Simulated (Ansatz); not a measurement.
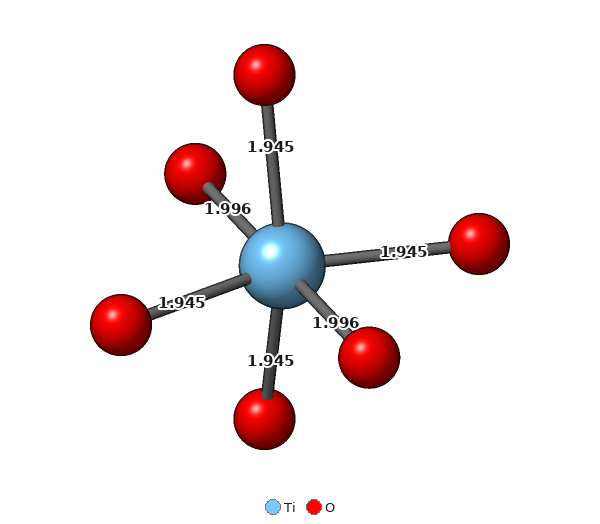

The surroundings of site Ti1 (at 0.000, 0.000, 0.000) in TiO₂ (I4_1/amd, No. 141), with bond lengths in Å.

The cell is taken from the input geometry of an electronic-structure calculation (not necessarily at equilibrium).

```
CELL_PARAMETERS angstrom
3.80400 0.00000 0.00000
0.00000 3.80400 0.00000
0.00000 0.00000 9.61400
ATOMIC_POSITIONS crystal
Ti 0.00000 0.00000 0.00000
Ti 0.00000 0.50000 0.25000
O 0.00000 0.00000 0.20760
O 0.00000 0.50000 0.45760
O 0.00000 0.50000 0.04240
O 0.50000 0.50000 0.29240
Ti 0.50000 0.50000 0.50000
Ti 0.50000 0.00000 0.75000
O 0.50000 0.50000 0.70760
O 0.50000 0.00000 0.95760
O 0.50000 0.00000 0.54240
O 0.00000 0.00000 0.79240
```

Bond valence s = exp((R0 − d)/b), R0 fitted to published crystal structures with b = 0.37 Å, summed over all anions within 5 Å; R0 in Å: Ti3+–O 1.778; Ti4+–O 1.801.

Which oxidation state of Ti do these bonds support?

With the Ti3+ parameters the computed sum is 4 × 0.637 + 2 × 0.555 = 3.66. With the Ti4+ parameters the computed sum is 4 × 0.678 + 2 × 0.590 = 3.89. The sum matches its own assumption best for Ti4+, which also balances the formula's charge.

And over the whole structure?

| site | x, y, z | formal valence | bond-valence sum | difference |
| --- | --- | --- | --- | --- |
| Ti1 | 0.000, 0.000, 0.000 | +4 | 3.94 | -0.06 |
| O1 | 0.000, 0.000, 0.208 | −2 | 1.97 | -0.03 |

These sums include all anions within 5 Å. The global instability index (root mean square of the differences over all atoms) is 0.04 v.u.: little strain. The cell was not relaxed for this table, and a volume that is off by a few per cent shifts all sums together.
